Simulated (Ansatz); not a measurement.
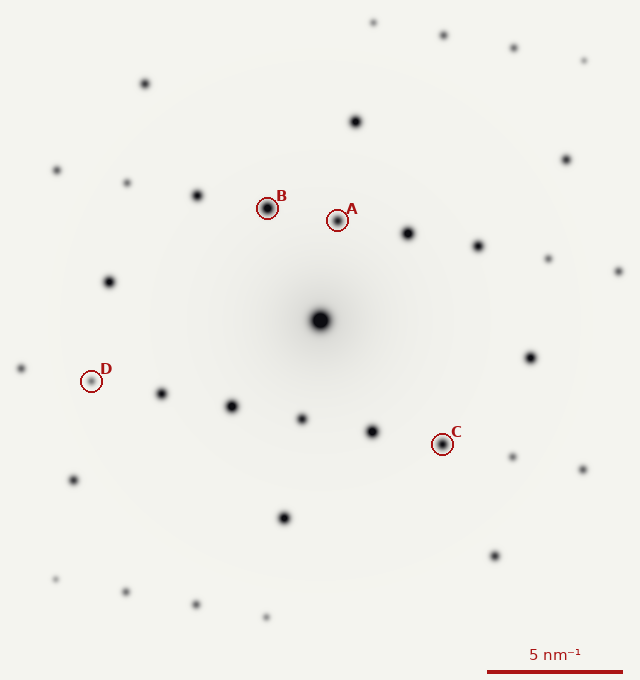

Kinematic zone-axis pattern, calculated for 100 keV electrons with B = 0.8 Å². The zone axis points towards the electron source and the pattern is seen from the source side.

The sample is Rh, space group P6/mmm (No. 191), a = 4.34 Å, c = 2.66 Å (hexagonal axes). Structure: the geometry relaxed with DFT, PBE, plane waves (420 eV) with PAW, scalar-relativistic (Ansatz 0.2.0); the starting structure was generated, so it need not be a known form of this composition.

```
Rh
1.0
     4.33874    0.00000    0.00000
    -2.16937    3.75746    0.00000
     0.00000    0.00000    2.66256
Rh
3
Direct
  0.00000 0.00000 0.00000
  0.33333 0.66667 0.50000
  0.66667 0.33333 0.50000
```

Spot A is indexed 0 0 -1 and spot B 0 1 -1.

### What are the indices of the remaining marked spots?

C = A − 2B = 0 -2 1 (d = 1.535 Å). D = −4A + 3B = 0 3 1 (d = 1.133 Å).

### Find the zone axis.

The cross product of A and B is parallel to [100]; every spot obeys hu + kv + lw = 0.

### What are the spacings of A and B and the angle between them?

d(A) = 2.663 Å, d(B) = 2.172 Å, and the angle is 35.3°.
